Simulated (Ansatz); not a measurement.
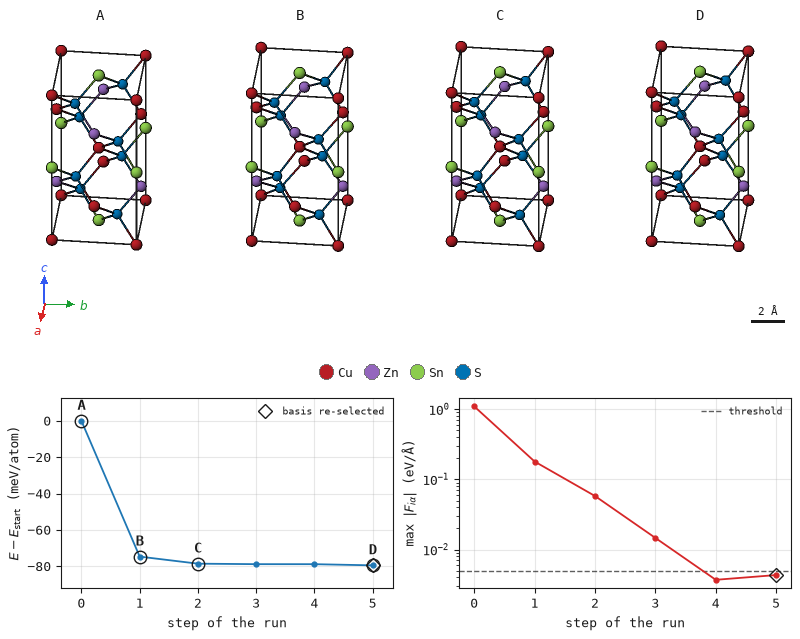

Frames of a relaxation of solid ZnCu$_{2}$SnS$_{4}$ (built on the kesterite type), marked on the history of the run. The picture is a ball-and-stick view of the conventional cell (2 times the calculation's cell), seen from a free direction. Lengths and directions refer to the drawn axes.

Method: DFT, PBE, plane waves, PAW in Ansatz 0.2.0. Settings: plane-wave cutoff 420 eV; k-point mesh 6 × 6 × 6; occupations fermi dirac; smearing width 0.02 eV; no spin polarisation; cell and atoms relaxed; force threshold 0.005 eV/Å.

> Describe the path.

The largest moves relative to the cell, 0.097 Å, are those of S atoms. Zn and Cu and Sn stay in place. The drawn cell changes as follows: a = b 5.305 → 5.468 Å (+3.1 %), c 10.610 → 10.935 Å (+3.1 %); the volume changes by +9.5 %. Among the contacts that change: S–Sn 2.316 → 2.473 Å, Cu–S 2.248 → 2.317 Å, S–Zn 2.310 → 2.368 Å, Cu–S 2.316 → 2.320 Å. Bond angles that change, for instance: S–Cu–S 108.2° → 104.8°, Cu–S–Sn 110.5° → 107.6°, Cu–S–Zn 108.4° → 111.1°. The space group stays I-4 (No. 82). After 4 accepted moves (5 points after the start) the energy has fallen by 79.5 meV per atom. Largest force component: 1.1 eV/Å at the start, 0.0043 eV/Å at the end. Pressure: 9.61 GPa at the start and −0.01 GPa at the end. The SCF was repeated once at an unchanged geometry on a basis and grid sized afresh for the cell, which shifted the energy by 0.6 meV per atom at most. The run took 47 s on 4 threads of Arm Neoverse V1, with other jobs on the host, peak memory 0.67 GiB. From step 0 to 1: S atoms move most (0.08 Å), volume +6.9 %, energy −74.7 meV per atom. From step 1 to 2: S atoms move most (0.02 Å), volume +1.9 %, energy −3.9 meV per atom. From step 2 to 5: volume +0.6 %, energy −0.9 meV per atom.

```
step  E − E(0), meV/atom  largest force component, eV/Å  pressure, GPa  volume, Å³/atom                      note
   0                0.00                         1.0958           9.61           18.660                          
   1              -74.66                         0.1796           1.88           19.946                          
   2              -78.55                         0.0579           0.43           20.316                          
   3              -78.81                         0.0146           0.00           20.438                          
   4              -78.82                         0.0037           0.00           20.438                          
   5              -79.47                         0.0043          -0.01           20.438  same geometry, new basis
```
